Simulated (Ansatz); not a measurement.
Input file:

```
crystal:
  lattice:
    - [0.0, 2.3968272547, 2.3968272547]
    - [2.3968272547, 0.0, 2.3968272547]
    - [2.3968272547, 2.3968272547, 0.0]
  atoms:
    - { symbol: Ti, position: [0.0, 0.0, 0.0] }
    - { symbol: O, position: [0.25, 0.25, 0.25] }
    - { symbol: O, position: [0.75, 0.75, 0.75] }
kpoints:
  mp_grid: { grid: [6, 6, 6] }
  band_path:
    path:
      - [0.0, 0.0, 0.0]
      - [0.5, 0.0, 0.5]
      - [0.625, 0.25, 0.625]
      - [0.375, 0.375, 0.75]
      - [0.5, 0.5, 0.5]
      - [0.5, 0.25, 0.75]
      - [0.0, 0.5, 0.5]
    npoints: 1
hamiltonian:
  xc: hse06
scf:
  occupations: { method: fixed }
  n_extra_bands: 4
output:
  forces: true
  stress: true
  eigenvalues: true
  write_density: true
  write_potential: true
  elf: true
  volumetric_format: npy
```

Command:

```sh
ansatz run input.yaml --threads 2 --pin off --max-ram 2211MiB --backend cpu --events-out ev --progress --plain --runs-dir out
```

Below, planes, directions and counts refer to the conventional cell (a = 4.79 Å, b = 4.79 Å, c = 4.79 Å, α = 90.00°, β = 90.00°, γ = 90.00°).

Space group Fm-3m; started from the fluorite prototype, which need not be the ambient phase; computed pressure about −4 GPa in this cell; computed without spin polarisation.

These are results of DFT, HSE06, plane waves, PAW in Ansatz, not measurements.

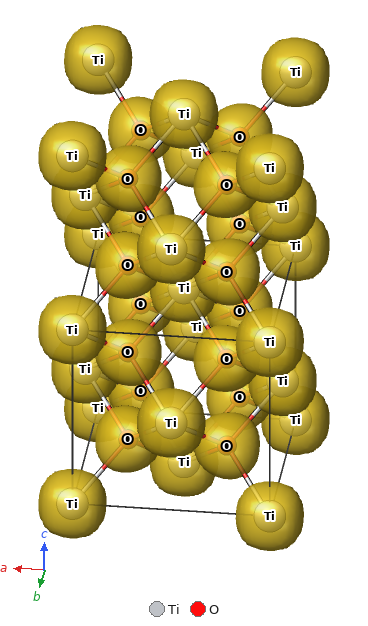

TiO₂. Isosurface of the valence electron density at 0.8 e/Å³ (yellow), seen at an oblique angle. Sticks mark near contacts.

In a PAW calculation such maps are meaningful between the atoms, not at the nuclei.

What does this surface tell about the bonding?

At this value the density breaks into separate islands; it holds about 75 % of the electrons treated as valence (semicore included). It bridges none of the near contacts. It is pinched off along the sampled Ti–O (2.08 Å) contacts. On the grid the lowest density along these lines, outside the cores, is 0.55 e/Å³ (Ti–O, 2.08 Å).
